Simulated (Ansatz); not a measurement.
# NiSb: a changed input and its effect

System: NiSb (8 atoms in the cell).
Method of run 1: DFT, PBE, plane waves, PAW, no spin polarisation (Ansatz 0.2.0).

The structure derives from an entry of the Crystallography Open Database. Text and figures count atoms from 1; the logs count them from 0 in places.

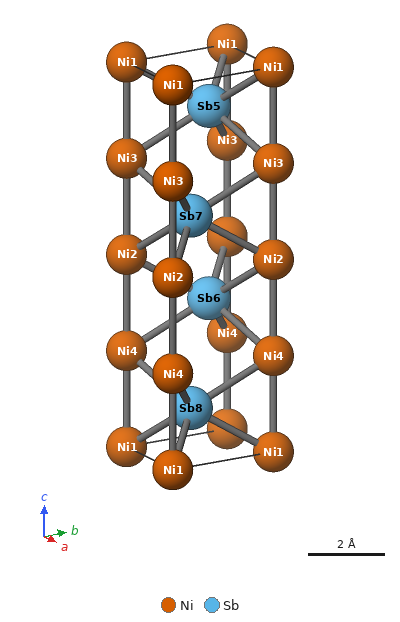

Fig. 1: The structure (ball-and-stick view of the reduced cell, seen slightly off an axis; atoms are numbered from 1 in the order of the input). Near neighbours in the crystal (not all of them lie inside the picture): Ni has 2 Ni at 2.58 Å and 6 Sb at 2.63 Å; Sb has 6 Ni at 2.63 Å.

## The input, run 1
```yaml
crystal:
  lattice:
    - [-3.9759714207, 0.0, 0.0]
    - [-1.9879857103, -3.443292255, 0.0]
    - [0.0, 0.0, 10.313757746]
  atoms:
    - { symbol: Ni, position: [0.0, 0.0, 0.0] }
    - { symbol: Ni, position: [0.0, 0.0, 0.5] }
    - { symbol: Ni, position: [0.0, 0.0, 0.25] }
    - { symbol: Ni, position: [0.0, 0.0, 0.75] }
    - { symbol: Sb, position: [0.3333333333, 0.3333333333, 0.125] }
    - { symbol: Sb, position: [0.3333333333, 0.3333333333, 0.625] }
    - { symbol: Sb, position: [0.6666666667, 0.6666666667, 0.375] }
    - { symbol: Sb, position: [0.6666666667, 0.6666666667, 0.875] }
basis:
  ecutwfc: 420
  xc_grid: 3
kpoints:
  mp_grid: { grid: [14, 14, 5] }
hamiltonian:
  xc: pbe
scf:
  occupations: { method: gaussian, width: 0.15 }
  initial_density: { chi_scale: 0.3 }
output:
  forces: true
  eigenvalues: true
  stress: true
```

Launched with:
```bash
ansatz run input.yaml --threads 2 --pin off --max-ram 5120MiB --backend cpu --events-out ev --progress --plain --runs-dir out
```

Hardware: 2 threads of Arm Neoverse V1, 24 GiB of memory available, shared host.

## Output, shortened to warnings, some set-up lines, iterations and results (run 1)
```
Basis set: ecut = 420 eV, 2795 PW (Γ), exchange–correlation on 81×81×216 points (27 copies of the dense FFT grid, shifted against one another)
Symmetry: 48 space group operations
k-points: 72 of 980
Initial density: superposition of atomic densities (chi_scale 0.3, normalization cell, long waves kept (reshape's long-wave potential 0.00 eV rms))
[...]
SCF iter   1: F=—  HF=-49316.568614 eV  |F-HF|=—  |Δ(HF+E_count)|=         —  Δρ=2.77e-1  dr2=9.90e1  ethr=3.10e-3  ⟨swp⟩=5.8  Hψ=20930  notcnv=0  defer=87
SCF iter   2: F=—  HF=-49309.939654 eV  |F-HF|=—  |Δ(HF+E_count)|=    6.63e0  Δρ=2.81e-1  dr2=5.57e1  ethr=3.10e-3  ⟨swp⟩=4.0  Hψ=14382  notcnv=0  defer=499
SCF iter   3: F=—  HF=-49301.128450 eV  |F-HF|=—  |Δ(HF+E_count)|=    8.81e0  Δρ=5.75e-2  dr2=9.35e0  ethr=3.10e-3  ⟨swp⟩=4.0  Hψ=14041  notcnv=0  defer=421
SCF iter   4: F=—  HF=-49301.454473 eV  |F-HF|=—  |Δ(HF+E_count)|=   3.26e-1  Δρ=1.61e-1  dr2=2.88e1  ethr=3.10e-3  ⟨swp⟩=3.1  Hψ=9739  notcnv=0  defer=472  recentre
SCF iter   5: F=—  HF=-49299.341305 eV  |F-HF|=—  |Δ(HF+E_count)|=    2.11e0  Δρ=3.89e-2  dr2=2.64e0  ethr=3.10e-3  ⟨swp⟩=3.0  Hψ=9515  notcnv=0  defer=428
SCF iter   6: F=—  HF=-49299.025731 eV  |F-HF|=—  |Δ(HF+E_count)|=   3.16e-1  Δρ=2.59e-2  dr2=9.13e-1  ethr=2.00e-3  ⟨swp⟩=2.0  Hψ=7090  notcnv=0  defer=481
SCF iter   7: F=—  HF=-49298.935449 eV  |F-HF|=—  |Δ(HF+E_count)|=   9.03e-2  Δρ=6.43e-3  dr2=5.20e-2  ethr=6.92e-4  ⟨swp⟩=2.0  Hψ=7283  notcnv=0  defer=481
SCF iter   8: F=—  HF=-49298.932476 eV  |F-HF|=—  |Δ(HF+E_count)|=   2.97e-3  Δρ=1.85e-3  dr2=5.08e-3  ethr=3.94e-5  ⟨swp⟩=1.2  Hψ=6653  notcnv=0  defer=462
SCF iter   9: F=—  HF=-49298.932160 eV  |F-HF|=—  |Δ(HF+E_count)|=   3.17e-4  Δρ=7.62e-4  dr2=8.49e-4  ethr=3.85e-6  ⟨swp⟩=2.0  Hψ=7003  notcnv=0  defer=462
SCF iter  10: F=—  HF=-49298.932077 eV  |F-HF|=—  |Δ(HF+E_count)|=   8.24e-5  Δρ=1.76e-4  dr2=5.53e-5  ethr=6.43e-7  ⟨swp⟩=1.3  Hψ=5389  notcnv=0  defer=462
SCF iter  11: F=—  HF=-49298.932059 eV  |F-HF|=—  |Δ(HF+E_count)|=   1.77e-5  Δρ=2.48e-5  dr2=6.73e-7  ethr=4.19e-8  ⟨swp⟩=2.0  Hψ=6836  notcnv=0  defer=462
SCF iter  12: F=-49298.932060 eV  HF=-49298.932060 eV  |F-HF|=1.13e-8  |Δ(HF+E_count)|=   1.86e-7  Δρ=7.86e-6  dr2=7.79e-8  ethr=7.58e-11  ⟨swp⟩=10.5  Hψ=31632  notcnv=0
SCF 1 converged in 12 iterations: F = -49298.932060 eV  dr2 = 7.79e-8
SCF converged after 12 iterations
Free energy (F): -49298.932060 eV
Harris-Foulkes:  -49298.932060 eV  (|F-HF|=1.13e-8)
Internal energy: -49298.882243 eV  (E = F + TS)
E sigma→0 (E₀):  -49298.907151 eV
Entropy (-TS):   -0.049817 eV (-6.227 meV/atom)
Fermi energy:    14.687882 eV
--- Per-component energies (eV) ---
  E_band       = -1794.373380
  E_kinetic    = 1971.672335
  E_local      = -22438.400059  (includes V_loc(G=0)·N_el)
  E_nonlocal   = 4015.255190
  E_hartree    = 9804.148869
  E_xc         = -894.857786
  E_vxc        = -825.503383  (∫ρ·V_xc dr)
  E_paw        = -24846.145370  (= ΣΔE_a)
  E_vpaw       = -4125.684676  (= ΣTr[D̂ρ^β])
  E_aug_tail   = 0.002061  (compensation charges beyond the density's cutoff)
  E_ewald      = -16910.557483
  E_smearing   = -0.049817  (= −TS)
  E_closure    = 0.000000  (closes the sum)
  Σ components = -49298.932060   (vs F -49298.932060, Δ=0.00e0)
--- Forces (eV/Å), atoms counted from 1 ---
  atom   1  Ni    -0.00000000     0.00000000     0.00000000
  atom   2  Ni    -0.00000000     0.00000000     0.00000000
  atom   3  Ni    -0.00000000    -0.00000000    -0.00000000
  atom   4  Ni    -0.00000000    -0.00000000    -0.00000000
  atom   5  Sb    -0.00000000     0.00000000    -0.00000000
  atom   6  Sb    -0.00000000     0.00000000    -0.00000000
  atom   7  Sb     0.00000000    -0.00000000     0.00000000
  atom   8  Sb     0.00000000    -0.00000000     0.00000000
  max |Σ_I F_I| component: 1.39e-17 eV/Å
--- Stress (GPa, compression-positive) ---
        0.041044      -0.000000       0.000000
       -0.000000       0.041044       0.000000
        0.000000       0.000000       0.004707
  P = ⅓ Tr σ = 0.0289 GPa (0.289 kbar)
```

The input of run 2 differs as follows (lines with − go, lines with + come):
```diff
-  xc_grid: 3
-  initial_density: { chi_scale: 0.3 }
```

Predict how the results change.

The energy doesn't change within 0.01 meV per atom. The SCF takes 7 iterations against 12. On the same kind of shared host run 2 took about 0.66 times as long. The two runs start from different initial densities, which also moves the count.

## Output, shortened to warnings, some set-up lines, iterations and results (run 2)
```
Basis set: ecut = 420 eV, 2795 PW (Γ), exchange–correlation on 54×54×144 points (8 copies of the dense FFT grid, shifted against one another)
Symmetry: 48 space group operations
k-points: 72 of 980
Initial density: superposition of atomic densities (neutral atoms: chi_scale 0, normalization atom), corrected by the library's trained network
[...]
SCF iter   1: F=—  HF=-49298.933355 eV  |F-HF|=—  |Δ(HF+E_count)|=         —  Δρ=5.22e-3  dr2=2.27e-2  ethr=1.77e-3  ⟨swp⟩=6.0  Hψ=21137  notcnv=0  defer=68
SCF iter   2: F=—  HF=-49298.932072 eV  |F-HF|=—  |Δ(HF+E_count)|=   1.28e-3  Δρ=1.56e-3  dr2=2.09e-3  ethr=1.72e-5  ⟨swp⟩=2.0  Hψ=10264  notcnv=0  defer=67
SCF iter   3: F=—  HF=-49298.932083 eV  |F-HF|=—  |Δ(HF+E_count)|=   1.03e-5  Δρ=6.73e-4  dr2=6.33e-4  ethr=1.58e-6  ⟨swp⟩=1.7  Hψ=6154  notcnv=0  defer=67
SCF iter   4: F=—  HF=-49298.932098 eV  |F-HF|=—  |Δ(HF+E_count)|=   1.53e-5  Δρ=1.29e-4  dr2=3.46e-5  ethr=4.79e-7  ⟨swp⟩=1.6  Hψ=5829  notcnv=0  defer=67
SCF iter   5: F=—  HF=-49298.932049 eV  |F-HF|=—  |Δ(HF+E_count)|=   4.93e-5  Δρ=4.91e-5  dr2=2.16e-6  ethr=2.62e-8  ⟨swp⟩=2.0  Hψ=7340  notcnv=0  defer=67
SCF iter   6: F=—  HF=-49298.932048 eV  |F-HF|=—  |Δ(HF+E_count)|=   2.29e-7  Δρ=9.43e-6  dr2=1.54e-7  ethr=1.64e-9  ⟨swp⟩=2.0  Hψ=7498  notcnv=0  defer=67
SCF iter   7: F=-49298.932048 eV  HF=-49298.932048 eV  |F-HF|=1.85e-8  |Δ(HF+E_count)|=   3.88e-9  Δρ=4.62e-6  dr2=1.41e-8  ethr=7.58e-11  ⟨swp⟩=9.4  Hψ=26502  notcnv=0
SCF 1 converged in 7 iterations: F = -49298.932048 eV  dr2 = 1.41e-8
SCF converged after 7 iterations
Free energy (F): -49298.932048 eV
Harris-Foulkes:  -49298.932048 eV  (|F-HF|=1.85e-8)
Internal energy: -49298.882233 eV  (E = F + TS)
E sigma→0 (E₀):  -49298.907140 eV
Entropy (-TS):   -0.049816 eV (-6.227 meV/atom)
Fermi energy:    14.687897 eV
--- Per-component energies (eV) ---
  E_band       = -1794.369397
  E_kinetic    = 1971.670816
  E_local      = -22438.421614  (includes V_loc(G=0)·N_el)
  E_nonlocal   = 4015.259999
  E_hartree    = 9804.166910
  E_xc         = -894.856870
  E_vxc        = -825.502227  (∫ρ·V_xc dr)
  E_paw        = -24846.146052  (= ΣΔE_a)
  E_vpaw       = -4125.694362  (= ΣTr[D̂ρ^β])
  E_aug_tail   = 0.002061  (compensation charges beyond the density's cutoff)
  E_ewald      = -16910.557483
  E_smearing   = -0.049816  (= −TS)
  E_closure    = 0.000000  (closes the sum)
  Σ components = -49298.932048   (vs F -49298.932048, Δ=0.00e0)
--- Forces (eV/Å), atoms counted from 1 ---
  atom   1  Ni     0.00000000     0.00000000     0.00000000
  atom   2  Ni     0.00000000     0.00000000     0.00000000
  atom   3  Ni     0.00000000    -0.00000000     0.00000000
  atom   4  Ni    -0.00000000    -0.00000000     0.00000000
  atom   5  Sb    -0.00000000     0.00000000     0.00000000
  atom   6  Sb    -0.00000000     0.00000000     0.00000000
  atom   7  Sb     0.00000000    -0.00000000     0.00000000
  atom   8  Sb     0.00000000    -0.00000000     0.00000000
  max |Σ_I F_I| component: 1.62e-17 eV/Å
--- Stress (GPa, compression-positive) ---
        0.041203      -0.000000       0.000000
        0.000000       0.041203       0.000000
        0.000000       0.000000       0.004603
  P = ⅓ Tr σ = 0.0290 GPa (0.290 kbar)
```

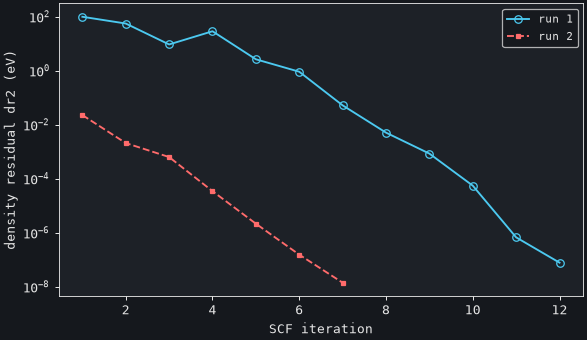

Fig. 2: Convergence of the two runs: density residual dr2 against the SCF iteration. Run 1 takes 12 iterations in all, and run 2 takes 7.

## The two runs side by side

```csv
quantity,run 1,run 2
outcome,converged,converged
free energy per atom (eV),−6162.3665,−6162.3665
"energy per atom, smearing taken to zero (eV)",−6162.3634,−6162.3634
gap on the mesh (eV),0.00,0.00
pressure (GPa),0.03,0.03
largest force (eV/Å),0.000,0.000
SCF iterations,12,7
irreducible k-points,72,72
plane waves at Γ,2795,2795
wall time (shared host),32 s,21 s
```

For both runs: The run has no spin polarisation, so a magnetic state may lie lower.
